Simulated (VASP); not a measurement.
**Two runs on SnO2**

System: SnO2 (I4/mmm, 3 atoms in the cell).
Method of the first run: DFT, PBE, plane waves, PAW (VASP 6.6.1).

The structure was built on a prototype by a generator. The geometry comes from this level: r2SCAN (a point of a series of strains). 

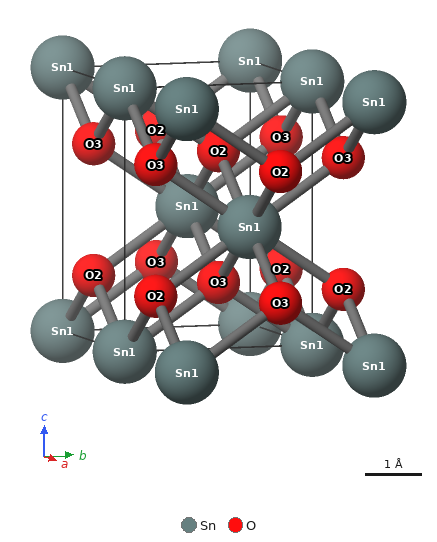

Figure 1. The structure as given in the input (ball-and-stick view of the cell 2 times as large as that of the calculation, set on its symmetry axes, repeated 2 × 1 × 1, seen slightly off an axis; atoms are numbered from 1 in the order of the input). Near neighbours in the crystal (not all of them lie inside the picture): Sn has 8 O at 2.16 Å; O has 4 Sn at 2.16 Å.

## INCAR, the first run
```
ENCUT = 520.000000
SIGMA = 0.020000
EDIFF = 1.00e-07
GGA = PE
PREC = Accurate
IBRION = -1
ISIF = 2
ISMEAR = -1
NBANDS = 20
NELM = 120
NSW = 0
LASPH = .TRUE.
LCHARG = .FALSE.
LWAVE = .FALSE.
LREAL = .FALSE.
```

## KPOINTS, the first run
```
KPOINTS created by Atomic Simulation Environment
0
Gamma
8 8 8
0 0 0
```

## KPOINTS_OPT, the first run
```
special points
7
Reciprocal
0.0000000000 0.0000000000 0.0000000000 1
0.5000000000 0.0000000000 0.5000000000 1
0.6250000000 0.2500000000 0.6250000000 1
0.3750000000 0.3750000000 0.7500000000 1
0.5000000000 0.5000000000 0.5000000000 1
0.5000000000 0.2500000000 0.7500000000 1
0.2213540000 -0.5000000000 -0.2786460000 1
```

## POSCAR, the first run
```
Sn O
 1.0000000000000000
     0.0000000000000000    2.5334669715999998    2.5334669715999998
     2.4037534626000001    0.0000000000000000    2.5334669715999998
     2.4037534626000001    2.5334669715999998    0.0000000000000000
 Sn  O
   1   2
Cartesian
  0.0000000000000000  0.0000000000000000  0.0000000000000000
  1.2018767313000001  1.2667334857999999  1.2667334857999999
  3.6056301939000002  3.8002004573999999  3.8002004573999999
```

Launched with:
```bash
mpirun -np 1 vasp_std
```

Hardware: 1 CPU thread, shared host.

## OSZICAR and lines of OUTCAR (the first run)
```
N       E                     dE             d eps       ncg     rms          rms(c)
DAV:   1     0.241845029928E+03    0.24185E+03   -0.13609E+04  2584   0.207E+03
DAV:   2     0.404739636755E+01   -0.23780E+03   -0.22500E+03  2548   0.504E+02
DAV:   3    -0.202925558748E+02   -0.24340E+02   -0.24096E+02  2716   0.135E+02
DAV:   4    -0.209203956018E+02   -0.62784E+00   -0.62741E+00  2644   0.225E+01
DAV:   5    -0.209338230034E+02   -0.13427E-01   -0.13426E-01  3004   0.341E+00    0.114E+01
DAV:   6    -0.175896394613E+02    0.33442E+01   -0.10809E+01  3544   0.571E+01    0.410E+00
DAV:   7    -0.176173463063E+02   -0.27707E-01   -0.72350E-01  2592   0.610E+00    0.200E+00
[...]
       N       E                     dE             ncg
DAV:   1     0.306866492032E+04   -0.48598E+04      316
DAV:   2     0.145471964574E+04   -0.16139E+04      292
DAV:   3     0.129073862832E+04   -0.16398E+03      324
DAV:   4     0.128647570359E+04   -0.42629E+01      320
DAV:   5     0.128638626676E+04   -0.89437E-01      364
DAV:   6     0.128638395116E+04   -0.23156E-02      352
DAV:   7     0.128638387791E+04   -0.73252E-04      392
DAV:   8     0.128638387661E+04   -0.13012E-05      296
DAV:   9     0.128638387653E+04   -0.78153E-07      208
[... from OUTCAR:]
   NELECT =      26.0000    total number of electrons
 E-fermi :   9.3862
  free  energy   TOTEN  =       -17.6021176561 eV
  energy  without entropy=      -17.6021175551  energy(sigma->0) =      -17.60211761
```

For the second run the input was changed thus:
```diff
-SIGMA = 0.020000
+SIGMA = 0.010000
-GGA = PE
+ALGO = Normal
+METAGGA = R2SCAN
-ISMEAR = -1
+ISMEAR = 0
```

Predict how the results change.

The total energies belong to different methods, so their difference says nothing on which is more stable or more accurate. The gap on the mesh goes from 0.43 to 1.03 eV. The pressure goes from 24.21 to 15.52 GPa. The functional changes from PBE to R2SCAN. The SCF takes 15 iterations against 14.

## OSZICAR and lines of OUTCAR (the second run)
```
N       E                     dE             d eps       ncg     rms          rms(c)
DAV:   1     0.218458196784E+03    0.21846E+03   -0.13857E+04  2568   0.211E+03
DAV:   2    -0.253713306595E+02   -0.24383E+03   -0.23065E+03  2556   0.511E+02
DAV:   3    -0.502264185058E+02   -0.24855E+02   -0.24598E+02  2736   0.138E+02
DAV:   4    -0.508657506290E+02   -0.63933E+00   -0.63884E+00  2680   0.228E+01
DAV:   5    -0.508802770007E+02   -0.14526E-01   -0.14525E-01  3080   0.351E+00    0.112E+01
DAV:   6    -0.411602944364E+02    0.97200E+01   -0.65821E+00  3432   0.597E+01    0.467E+00
DAV:   7    -0.412758140715E+02   -0.11552E+00   -0.13466E+00  2852   0.110E+01    0.251E+00
[...]
       N       E                     dE             ncg
DAV:   1     0.300710127460E+04   -0.49213E+04      312
DAV:   2     0.132760476575E+04   -0.16795E+04      292
DAV:   3     0.115928816529E+04   -0.16832E+03      324
DAV:   4     0.115497005204E+04   -0.43181E+01      324
DAV:   5     0.115487267888E+04   -0.97373E-01      364
DAV:   6     0.115487007025E+04   -0.26086E-02      344
DAV:   7     0.115486997269E+04   -0.97561E-04      380
DAV:   8     0.115486996967E+04   -0.30205E-05      324
DAV:   9     0.115486996966E+04   -0.13975E-07      196
[... from OUTCAR:]
   NELECT =      26.0000    total number of electrons
 E-fermi :   8.8686
  free  energy   TOTEN  =       -41.2996994493 eV
  energy  without entropy=      -41.2996994493  energy(sigma->0) =      -41.29969945
```

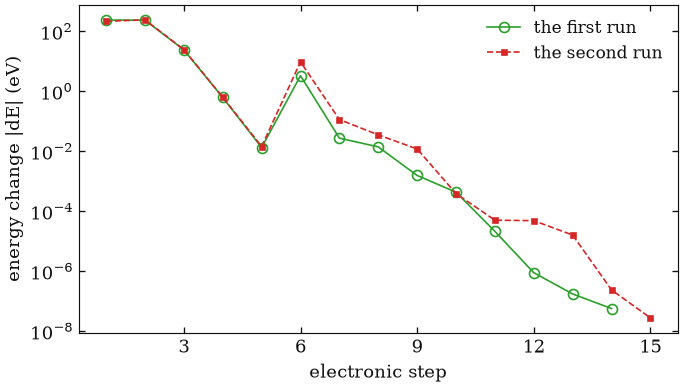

Figure 2. Convergence of the two runs: energy change |dE| against the electronic step. The first run takes 14 steps in all, and the second run takes 15.

## The two runs side by side

```tsv
quantity	the first run	the second run
outcome	converged	converged
free energy per atom (eV)	−5.8674	−13.7666
gap on the mesh (eV)	0.43	1.03
pressure (GPa)	24.21	15.52
largest force (eV/Å)	0.000	0.000
SCF iterations	14	15
irreducible k-points	59	59
```
